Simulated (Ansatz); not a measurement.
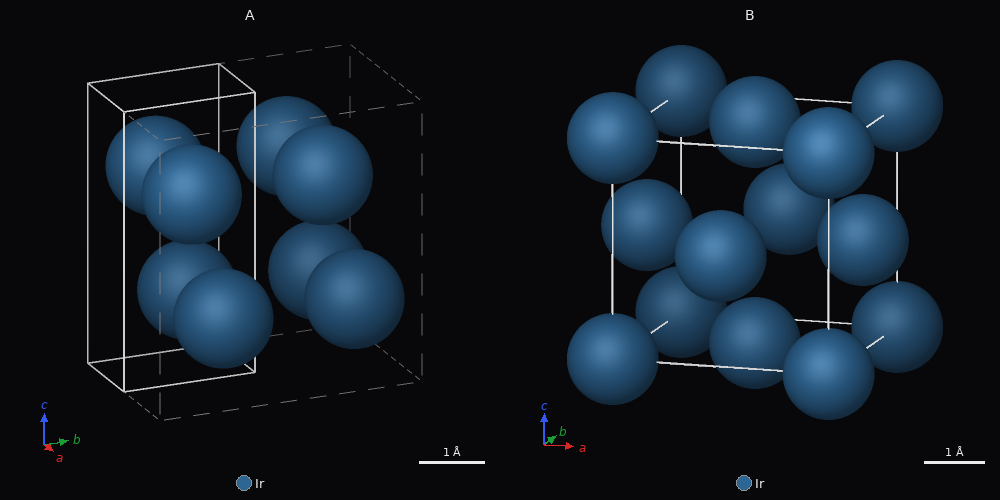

Two structures of Ir, each relaxed (cell and atoms) at zero pressure; conventional cells in solid outline, small ones repeated, each panel with its own scale. Alike in all runs: Ansatz 0.2.0; functional LDA; potentials all-electron LAPW, scalar-relativistic; basis error allowed 0.001 eV/atom; occupations fermi-dirac, width 0.05 eV; no spin polarisation; no spin-orbit coupling. The k meshes have like spacings.

### Give the type and space group of each panel.

A: hexagonal close-packed (Mg type), P6₃/mmc; B: face-centred cubic (Cu type), Fm-3m.

### Rank them by energy, lowest first.

B, then A (+150 meV/atom), static energies at zero smearing.

### Collect the results in a table.

| panel | space group | E − E(lowest) (meV/atom) | volume (Å³/atom) |
| --- | --- | --- | --- |
| B | Fm-3m | 0 | 13.8 |
| A | P6₃/mmc | 150 | 13.9 |

The starts are database entries or structure types tried for this composition, and the most stable form need not be among them.

Caveat: the k mesh is thin for a metal, which can move the energy by tens of meV per atom; spin-orbit coupling is left out, which matters for Ir, if less for volumes and forces than for levels.
